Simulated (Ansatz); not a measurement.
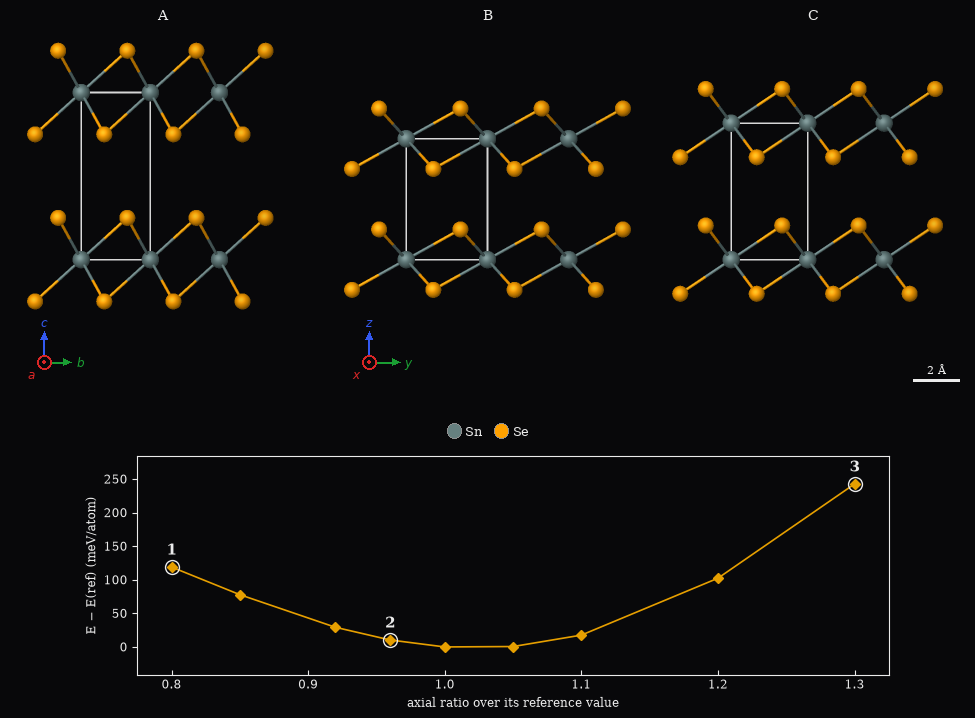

Crystalline SnSe2 (P-3m1): the ratio of the cell's length along z to its lengths across, counted as 1 for the reference, is changed at fixed volume (a c/a path), with the atoms kept at their fractional coordinates. x, y and z are the Cartesian axes of the input. The frames are shuffled; the numbered points of the plot belong to them. Style: ball-and-stick. Shown: the cell of the calculation, repeated 2 × 2 × 1 with one cell outlined, along the a axis.

These are results of DFT PBE, scalar-relativistic, plane waves, PAW (Ansatz), not measurements. (plane-wave cutoff 420 eV; k-point mesh 12 × 12 × 6; occupations gaussian; smearing width 0.05 eV; no spin polarisation). Energies (free energies at the smearing named) are counted from the cell as listed in its source, which wasn't relaxed.

> Which frame belongs to which numbered point?

Point 1 is frame B (the relative ratio 0.80, 119.0 meV/atom); 2 is frame C (the relative ratio 0.96, 10.4 meV/atom); 3 is frame A (the relative ratio 1.30, 242.7 meV/atom). The lowest computed point lies at the relative ratio 1.00 (0.0 meV/atom). The end points stand at 119.0 meV/atom (0.80) and 242.7 meV/atom (1.30). The unrelaxed reference is under a pressure of 5.3 GPa. The distortion keeps the space group P-3m1. At the relative ratio 1.30 the cell of the drawing goes a 3.811 → 3.492 Å, b 3.811 → 3.492 Å, c 6.137 → 7.310 Å. The band gap on the mesh, 0.71 eV in the reference, closes at 1.20, 1.30.

Limits of the set-up: layers or molecules are held without a dispersion correction, so their spacing is unreliable.
